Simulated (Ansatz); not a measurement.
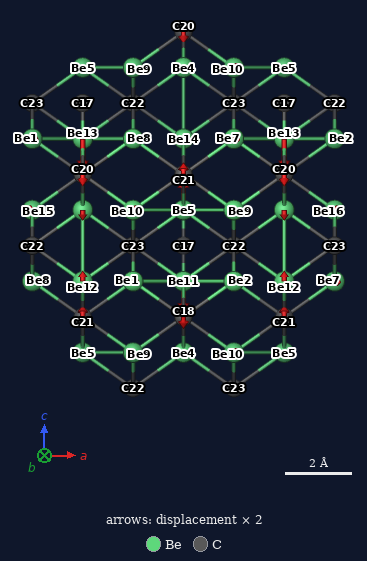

A relaxation of a defect cell of composition Be₁₆C₇ (cell charge +4) (started half-way along a vacancy jump, in the symmetry of that start). The starting structure is drawn; red arrows show the displacements, magnified 2 times.

The picture is a ball-and-stick view of the atoms within 5.8 Å of the atom that moves most (axes of the conventional cell (2 times the calculation's cell) (origin shifted)), seen along the b axis. Lengths and directions refer to the drawn axes.

Level of theory: Ansatz, DFT PBE, scalar-relativistic, plane waves, PAW. Set-up: plane-wave cutoff 420 eV; k-point mesh 4 × 4 × 4; occupations gaussian; smearing width 0.05 eV; no spin polarisation; atoms relaxed in a fixed cell; force threshold 0.02 eV/Å; at most 60 steps.

### Which element moves most?

Beryllium: up to 0.50 Å, against 0.19 Å for carbon.

### What did the optimiser do to the structure, and how much energy did it gain?

After 6 accepted moves (7 points after the start) the energy has fallen by 16.838 eV per cell of the calculation. Largest force component: 44 eV/Å at the start, 0.0022 eV/Å at the end. 1 step only repeated the SCF at the same geometry. The largest moves, 0.50 Å, are those of Be atoms. Largest moves by element: Be 0.50 Å, C 0.19 Å. The cell doesn't change. Some distances before and after: Be–C 1.082 → 1.579 Å, Be–Be 2.164 → 1.830 Å, Be–C 1.874 → 1.693 Å, Be–Be 2.164 → 2.039 Å. Among the angles between lasting bonds that change: C–Be–C 109.5° → 128.1°, C–Be–C 109.5° → 121.2°, C–Be–C 109.5° → 120.0°. Cost: 28 s on 4 threads of Arm Neoverse V1, with other jobs on the host, peak memory 0.63 GiB.

Limits of the set-up: the periodic images lie only 6.1 Å apart, so the values are limited by the cell's size; the cell is charged, on a uniform background, and energies carry no finite-size correction.
